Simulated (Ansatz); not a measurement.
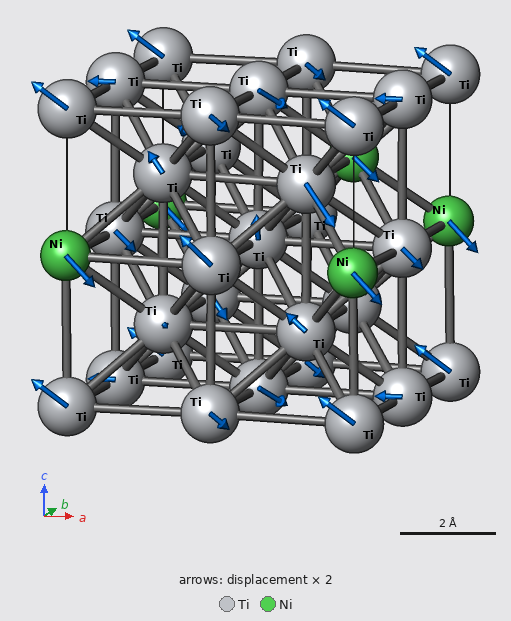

A relaxation of a crystal of Ti₇Ni (a generated structure, set up in P1) (coarse preliminary run). The starting structure is drawn; blue arrows show the displacements (the part carried along by the change of the cell is left out), 2 times their true length.

Style: ball-and-stick. Shown: the cell of the calculation, slightly off an axis.

Case: elements placed on the bcc lattice at random.

These are results of Ansatz 0.2.0, DFT PBEsol, scalar-relativistic, plane waves, PAW, not measurements. Set-up: plane-wave cutoff 420 eV; k-point mesh 2 × 2 × 2; occupations gaussian; smearing width 0.1 eV; mesh shifted by (0.5, 0.5, 0.5); collinear spin; cell and atoms relaxed; force threshold 0.04 eV/Å; at most 50 steps.

Q: Which element moves most?

A: Titanium: up to 0.66 Å, against 0.47 Å for nickel.

Q: What happened in the run?

A: The atom that moves furthest relative to the cell is a Ti atom (0.66 Å along [1 −1 −1]). By element the largest moves are Ti 0.66 Å, Ni 0.47 Å. The volume changes by −5.2 %, with a 6.426 → 6.590 Å (+2.5 %), b 6.426 → 5.817 Å (−9.5 %), c 6.426 → 6.588 Å (+2.5 %), α 90.0° → 87.7°, β 90.0° → 94.2°, γ 90.0° → 92.3°. Near-neighbour distances that change, for instance: Ti–Ti 4.493 → 3.519 Å, Ti–Ti 3.206 → 4.006 Å, Ti–Ti 3.247 → 4.002 Å, Ti–Ti 2.807 → 3.492 Å. New bonds form, among them: Ni–Ti (3.18 → 2.61 Å), Ni–Ti (3.20 → 2.58 Å). The space group stays P1 (No. 1). After 14 accepted moves (16 points after the start) the energy has fallen by 107 meV per atom. The largest force component goes from 0.47 to 0.036 eV/Å. Pressure: −7.09 GPa at the start and 0.02 GPa at the end. The line search rejected the trial step at point 14 of the run. At 1 point the geometry stayed and the basis and grid were re-selected for the new cell (energy shift of 0.1 meV per atom at most each time). The program noted that the starting moments weren't kept. The run may lie on a higher electronic state than the lowest, so the end point isn't shown to be the ground-state structure.

Limits of the set-up: the k-point mesh is coarse for a cell with partly filled bands.
